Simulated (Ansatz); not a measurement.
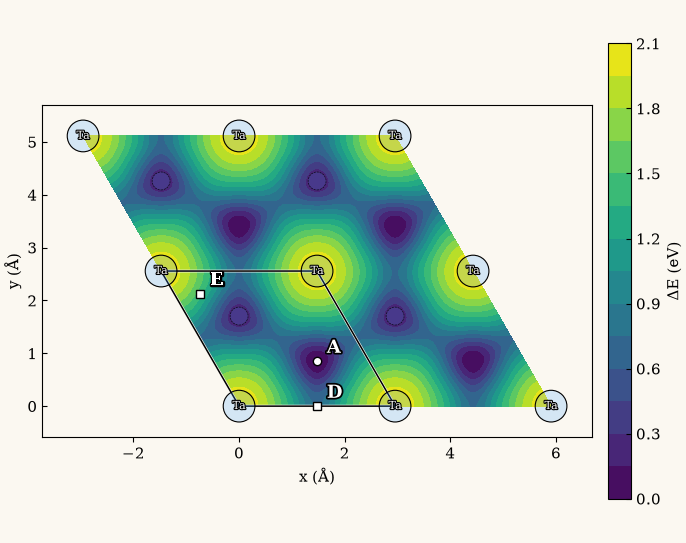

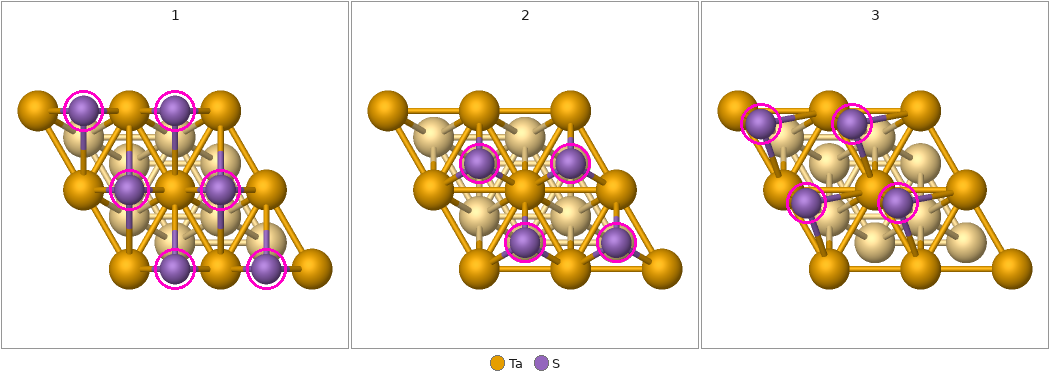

S on a Ta(111) slab cut from the Fm-3m phase, its upper half relaxed before the scan (3 atoms of substrate and one adsorbate in a 1 × 1 cell). 
- S is moved over the surface cell; relaxed at each place: the height of the adsorbate's atoms; substrate rigid; the origin of the map has the adsorbate above Ta3.
- Places are given modulo a cell vector. The map is drawn in real space over the plane of the surface.
- Grid: 6 × 6 points; 10 points were computed and 26 follow by symmetry.
- Energies are in eV, from the lowest grid point.
- With one adsorbate in each 1 × 1 cell, its nearest image is 3.0 Å away, so neighbouring adsorbates interact.
- Theory: Ansatz, DFT PBEsol, scalar-relativistic, plane waves, PAW. Settings: cutoff 420 eV, k-mesh 9×9×1, gaussian smearing 0.1 eV, no spin polarisation.

In the figure: filled contours, labelled circles for the atoms of the top layer and small ones for the second layer, the outline of one cell of the 2 × 2 shown, lettered points. Between grid points the surface is interpolated. The numbered pictures are the structures at these points, in random order. Rings mark the moved atoms.

Which structure belongs to which point?

Answer. A is structure 2: a threefold hollow over a third-layer Ta atom, (4/6, 2/6) of the cell vectors, 0.00 eV; D is structure 1: a bridge site between two Ta atoms, (3/6, 0/6) of the cell vectors, 0.73 eV; E is structure 3: (1/6, 5/6) of the cell vectors [nearest 1 Ta at 2.23 Å], 1.40 eV.
